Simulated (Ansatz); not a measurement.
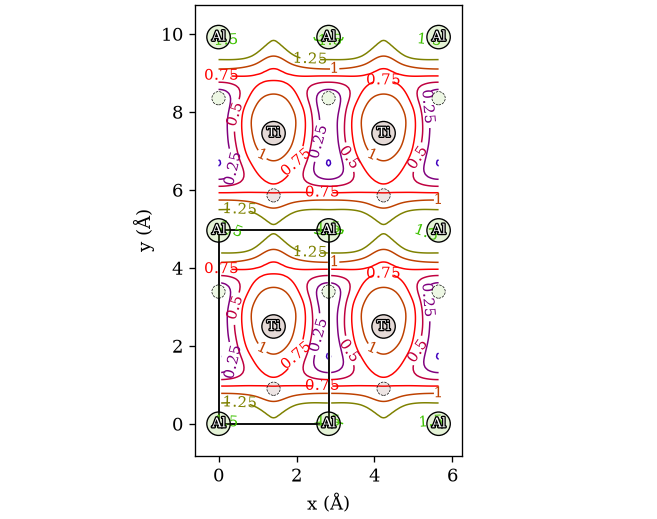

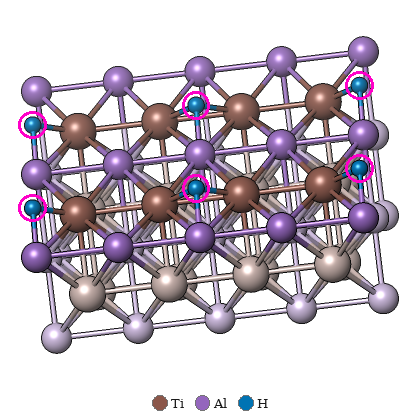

Energy landscape of H on a TiAl(101) slab cut from the P4/mmm phase, its upper half relaxed before the scan (12 atoms of substrate and one adsorbate in a 2 × 1 cell). 
- H is moved over the surface cell; relaxed at each place: the height of the adsorbate's atoms; substrate rigid; the origin of the map has the adsorbate above Al11.
- Places are given modulo a cell vector. The map is drawn in real space over the plane of the surface.
- The grid has 6 × 6 points; 24 points were computed and 12 follow by symmetry.
- Places are given in fractions of the 1 × 1 surface cell.
- All energies are given in eV relative to the lowest grid point.
- Computed with DFT PBE, scalar-relativistic, plane waves, PAW in Ansatz 0.2.0. Settings: cutoff 420 eV, k-mesh 5×6×1, gaussian smearing 0.1 eV, no spin polarisation.

In the figure: contour lines labelled in eV, labelled circles for the atoms of the top layer and small ones for the second layer, the outline of one cell of the 2 × 2 shown. Between grid points the surface is interpolated. The second picture is the structure at the lowest point; rings mark the moved atoms.

> Summarise what can be read from the map.

The lowest grid point is at a threefold hollow (Al–Ti–Ti), (0/6, 2/6) of the cell vectors. A higher local minimum lies near a threefold hollow (Al–Ti–Ti) over a second-layer Al atom, (0/6, 4/6) of the cell vectors (0.047 eV above the lowest at that grid point). The highest grid point, the top site over a surface Al atom, (0/6, 0/6) of the cell vectors, lies 1.51 eV above the lowest. On the interpolated surface the easiest way out of the lowest well to the well at a threefold hollow (Al–Ti–Ti) over a second-layer Al atom, (0/6, 4/6) of the cell vectors passes a barrier of about 0.12 eV, counted from the interpolated bottom of the well. At the lowest point the adsorbate has 1 Al at 1.89 Å as nearest neighbours, at the highest 1 Al at 1.65 Å. Its relaxed height above the top atom is 0.91 Å at the lowest and 1.65 Å at the highest point.

The input of one point:

```yaml
crystal:
  lattice:
    - [5.6437148484, 0.0, 0.0]
    - [0.0, 4.9580382204, 0.0]
    - [0.0, 0.0, 20.1871504474]
  atoms:
    - { symbol: Ti, position: [0.0, 0.32392942, 0.1981458458] }
    - { symbol: Ti, position: [0.5, 0.32392942, 0.1981458458] }
    - { symbol: Al, position: [0.25, 0.82392942, 0.1981458458] }
    - { symbol: Al, position: [0.75, 0.82392942, 0.1981458458] }
    - { symbol: Ti, position: [0.0, 0.6376472306, 0.3123548628] }
    - { symbol: Ti, position: [0.5, 0.6376472306, 0.3123548628] }
    - { symbol: Al, position: [0.25, 0.140167878, 0.3113266804] }
    - { symbol: Al, position: [0.75, 0.140167878, 0.3113266804] }
    - { symbol: Ti, position: [0.0, 0.9594831303, 0.4225709853] }
    - { symbol: Ti, position: [0.5, 0.9594831303, 0.4225709853] }
    - { symbol: Al, position: [0.25, 0.4565330473, 0.4303306933] }
    - { symbol: Al, position: [0.75, 0.4565330473, 0.4303306933] }
    - { symbol: H, position: [0.25, 0.7898663806, 0.4772719013] }
basis:
  ecutwfc: 420
kpoints:
  mp_grid: { grid: [5, 6, 1] }
hamiltonian:
  xc: pbe
  pseudopotentials: { kind: paw, azcp: { folder: soft_1 } }
scf:
  occupations: { method: gaussian, width: 0.1 }
output:
  forces: true
  eigenvalues: true
relax:
  adjacent_minimum: "off"
  f_tol: 0.025
  max_steps: 16
  constraints:
    - { sites: [0, 1, 2, 3, 4, 5, 6, 7, 8, 9, 10, 11] }
    - { sites: [12], fix: xy }
efield:
  axis: 3
  dipole_correction: true
  ramp_width: 0.04
```

Each point was launched as `ansatz run input.yaml --threads 4 --pin off --max-ram 12288MiB --backend cpu --events-out ev --progress --plain --runs-dir out`. Time for the 24 points that were run: 8.9 min on 4 threads of Intel(R) Xeon(R) 6975P-C (Granite Rapids) (shared host).
